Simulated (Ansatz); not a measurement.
Input file:

```
crystal:
  lattice:
    - [3.8992, 0.0, 0.0]
    - [0.0, 3.8992, 0.0]
    - [0.0, 0.0, 4.191399]
  atoms:
    - { symbol: Ti, position: [0.5, 0.5, 0.5382] }
    - { symbol: Pb, position: [0.0, 0.0, 0.0] }
    - { symbol: O, position: [0.5, 0.5, 0.113] }
    - { symbol: O, position: [0.5, 0.0, 0.615] }
    - { symbol: O, position: [0.0, 0.5, 0.615] }
kpoints:
  mp_grid: { grid: [9, 9, 8] }
scf:
  occupations: { method: fermi_dirac, width: 0.03 }
hamiltonian:
  xc: pbesol
  pseudopotentials: { kind: paw }
output:
  forces: true
  stress: true
  eigenvalues: true
  efg: { contact_densities: true }
  write_density: true
  write_potential: true
  elf: true
  volumetric_format: npy
```

Command:

```sh
ansatz run input.yaml --threads 2 --pin off --max-ram 8192MiB --backend cpu --events-out ev --progress --plain --runs-dir out
```

Below, planes, directions and counts refer to the conventional cell (a = 3.90 Å, b = 3.90 Å, c = 4.19 Å, α = 90.00°, β = 90.00°, γ = 90.00°).

Space group P4mm; changed on purpose from its base cell (zz strain of +1 %, PAW files); computed pressure about −3 GPa in this cell; computed without spin polarisation.

Level of theory: Ansatz, DFT, PBEsol, PAW with Ansatz's default frozen-core files, scalar-relativistic.

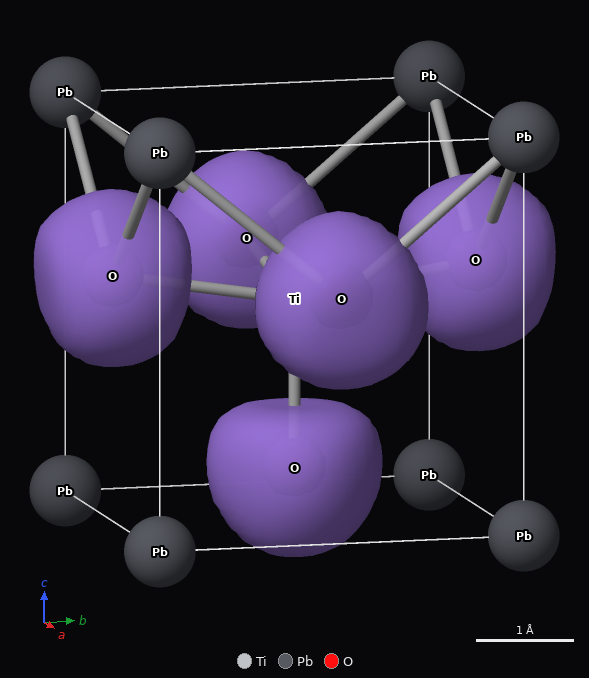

TiPbO3. Isosurface of the ELF at 0.65 (purple), seen slightly off an axis. Only the valence region is drawn (cores and ρ < 0.01 e/Å³ removed). Sticks mark near contacts.

Core electrons are frozen (PAW), and the valence fields are smoothed inside the atomic spheres.

Identify the bonds, lone pairs and shells in this picture.

Answer. The ELF exceeds this value in three regions wrapped around O (the valence shell of each), counted in one cell of 5 atoms. Any copies at cell faces, edges or corners count once. Along the contacts the grid gives the following. Ti–O (1.78 Å): the ELF peaks at about 0.80 in the valence shell of O, 0.5 Å from its nucleus, and is about 0.30 at the midpoint. Pb–O (2.53 Å): the ELF is about 0.15 at the midpoint; no shared electron pair shows on this line.

Does the calculation make it a metal, or give it a gap?

Answer. It is gapped, with a Kohn–Sham gap of 1.8 eV on the k-point mesh (the band edges may lie off the mesh, which would make the gap smaller).
